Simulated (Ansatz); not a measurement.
## A series of single points on TaN

System: TaN (Amm2, 2 atoms in the cell).
Method: DFT PBE, scalar-relativistic, plane waves, PAW, no spin polarisation (Ansatz 0.2.0).

The 9 runs differ only in the geometry, by a strain of the cell at fixed fractional positions. Against run 5, the strain is εyy = η. The structure derives from an entry of the Crystallography Open Database.

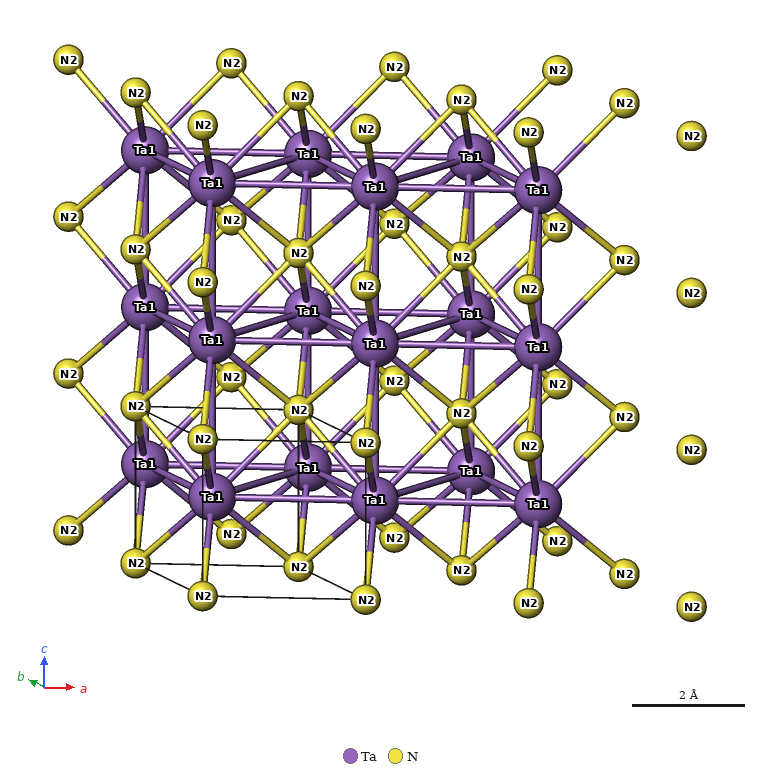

Figure 1. The structure of run 5 (ball-and-stick view of the cell of the calculation, repeated 3 × 2 × 3, seen slightly off an axis; atoms are numbered from 1 in the order of the input).

**Input of run 5**
```yaml
crystal:
  lattice:
    - [2.9379988584, 0.0, 0.0]
    - [-1.4689994292, 2.5825473724, 0.0]
    - [0.0, 0.0, 2.883]
  atoms:
    - { symbol: Ta, position: [0.3333333333, 0.6666666667, 0.5] }
    - { symbol: "N", position: [0.0, 0.0, 0.0] }
basis:
  ecutwfc: 420
kpoints:
  mp_grid: { grid: [18, 18, 16] }
hamiltonian:
  xc: pbe
scf:
  occupations: { method: fermi_dirac, width: 0.02 }
output:
  forces: true
  stress: true
  eigenvalues: true
```

Command:
```bash
ansatz run input.yaml --threads 1 --pin off --max-ram 2560MiB --backend cpu --events-out ev --progress --plain --runs-dir out
```

Lattice vectors (Å) and fractional positions of run 5:
```
   2.937999    0.000000    0.000000
  -1.468999    2.582547    0.000000
   0.000000    0.000000    2.883000
Ta  0.333333  0.666667  0.500000
N   0.000000  0.000000  0.000000
```

Run 7 differs from it as follows:
```diff
-    - [-1.4689994292, 2.5825473724, 0.0]
+    - [-1.4689994292, 2.6588788218, 0.0]
```

**Results, with one run withheld**

| run | strain parameter η (%) | free energy per atom, from the lowest run given (meV) | pressure (GPa) |
| --- | --- | --- | --- |
| 1 | −7.3892 | 108.96 | 29.91 |
| 2 | −5.9113 | 62.60 | 22.71 |
| 3 | −4.4335 | 29.64 | 16.12 |
| 4 | −2.9557 | 8.98 | 10.12 |
| 5 | 0.0000 | 0.00 | −0.24 |
| 6 | 1.4778 | 9.65 | −4.69 |
| 7 | 2.9557 | ? | ? |
| 8 | 3.6946 | 39.81 | −10.55 |
| 9 | 4.4335 | 53.69 | −12.31 |

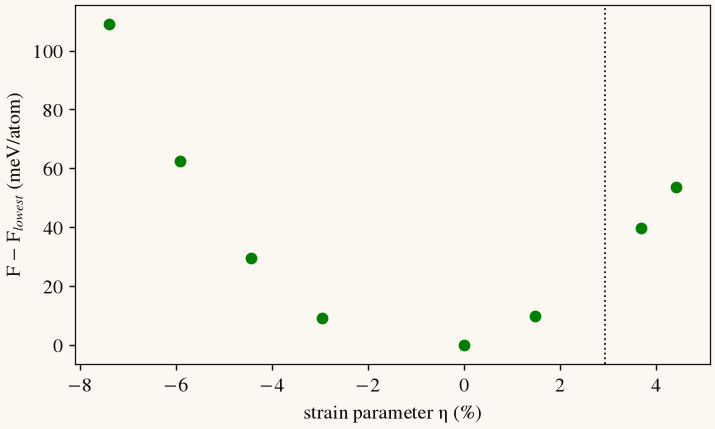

Figure 2. Free energy per atom of the runs given; the dotted line marks run 7.

What should run 7 give?

A cubic polynomial in the coordinate, fitted to the 8 runs given, misses them by at most 0.13 meV per atom. With x = η + 1.3855, it reads F = −1.0055 − 2.5049 x + 2.3323 x² − 0.049818 x³ (meV per atom). At run 7 it gives 28.00 meV per atom, and the run itself gives 27.77. The fit has its minimum at η = −0.8389 %.

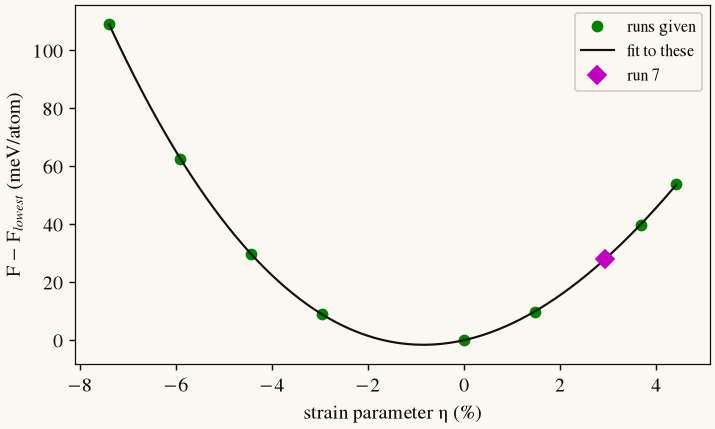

Figure 3. The fit and the withheld run.

**Output, shortened to warnings, some set-up lines, iterations and results (run 7)**
```
Basis set: ecut = 420 eV, 417 PW (Γ), exchange–correlation on 40×48×40 points (8 copies of the dense FFT grid, shifted against one another)
Symmetry: 4 space group operations
k-points: 819 of 5184 (time reversal used)
Initial density: superposition of atomic densities (neutral atoms: chi_scale 0, normalization atom), corrected by the library's trained network
[...]
SCF iter   1: F=—  HF=-10318.467353 eV  |F-HF|=—  |Δ(HF+E_count)|=         —  Δρ=7.55e-3  dr2=5.88e-3  ethr=1.77e-3  ⟨swp⟩=6.2  Hψ=55618  notcnv=0
SCF iter   2: F=—  HF=-10318.468011 eV  |F-HF|=—  |Δ(HF+E_count)|=   6.58e-4  Δρ=3.73e-3  dr2=1.19e-3  ethr=3.26e-5  ⟨swp⟩=2.1  Hψ=22496  notcnv=0
SCF iter   3: F=—  HF=-10318.468599 eV  |F-HF|=—  |Δ(HF+E_count)|=   5.88e-4  Δρ=3.33e-4  dr2=1.13e-5  ethr=6.63e-6  ⟨swp⟩=2.5  Hψ=16438  notcnv=0
SCF iter   4: F=—  HF=-10318.468617 eV  |F-HF|=—  |Δ(HF+E_count)|=   1.88e-5  Δρ=6.50e-5  dr2=3.32e-7  ethr=6.28e-8  ⟨swp⟩=2.0  Hψ=17211  notcnv=0
SCF iter   5: F=-10318.468618 eV  HF=-10318.468618 eV  |F-HF|=1.41e-8  |Δ(HF+E_count)|=   4.17e-7  Δρ=1.15e-5  dr2=8.61e-9  ethr=1.85e-9  ⟨swp⟩=2.0  Hψ=14411  notcnv=0
SCF iter   6: F=-10318.468618 eV  HF=-10318.468618 eV  |F-HF|=1.64e-11  |Δ(HF+E_count)|=   1.58e-8  Δρ=1.30e-6  dr2=2.27e-10  ethr=4.78e-11  ⟨swp⟩=2.0  Hψ=35342  notcnv=0
SCF 1 converged in 6 iterations: F = -10318.468618 eV  dr2 = 2.27e-10
SCF converged after 6 iterations
Free energy (F): -10318.468618 eV
Harris-Foulkes:  -10318.468618 eV  (|F-HF|=1.64e-11)
Internal energy: -10318.468560 eV  (E = F + TS)
E sigma→0 (E₀):  -10318.468589 eV
Entropy (-TS):   -0.000058 eV (-0.029 meV/atom)
Fermi energy:    19.204230 eV
--- Per-component energies (eV) ---
  E_band       = -68.483088
  E_kinetic    = 496.735272
  E_local      = -635.203652  (includes V_loc(G=0)·N_el)
  E_nonlocal   = 59.202689
  E_hartree    = 212.150662
  E_xc         = -279.186302
  E_vxc        = -281.355500  (∫ρ·V_xc dr)
  E_paw        = -8523.803021  (= ΣΔE_a)
  E_vpaw       = -132.163409  (= ΣTr[D̂ρ^β])
  E_aug_tail   = 0.000215  (compensation charges beyond the density's cutoff)
  E_ewald      = -1648.364423
  E_smearing   = -0.000058  (= −TS)
  E_closure    = 0.000000  (closes the sum)
  Σ components = -10318.468618   (vs F -10318.468618, Δ=0.00e0)
--- Forces (eV/Å), atoms counted from 1 ---
  atom   1  Ta     0.00000000    -0.01650217     0.00000000
  atom   2  N      0.00000000     0.01650461     0.00000000
  max |Σ_I F_I| component: 2.44e-6 eV/Å
--- Stress (GPa, compression-positive) ---
       -3.547488       0.000000       0.000000
        0.000000     -21.951983       0.000000
        0.000000       0.000000      -0.592056
  P = ⅓ Tr σ = -8.6972 GPa (-86.972 kbar)
```

Notes: Spin–orbit coupling is left out, which matters for Ta.
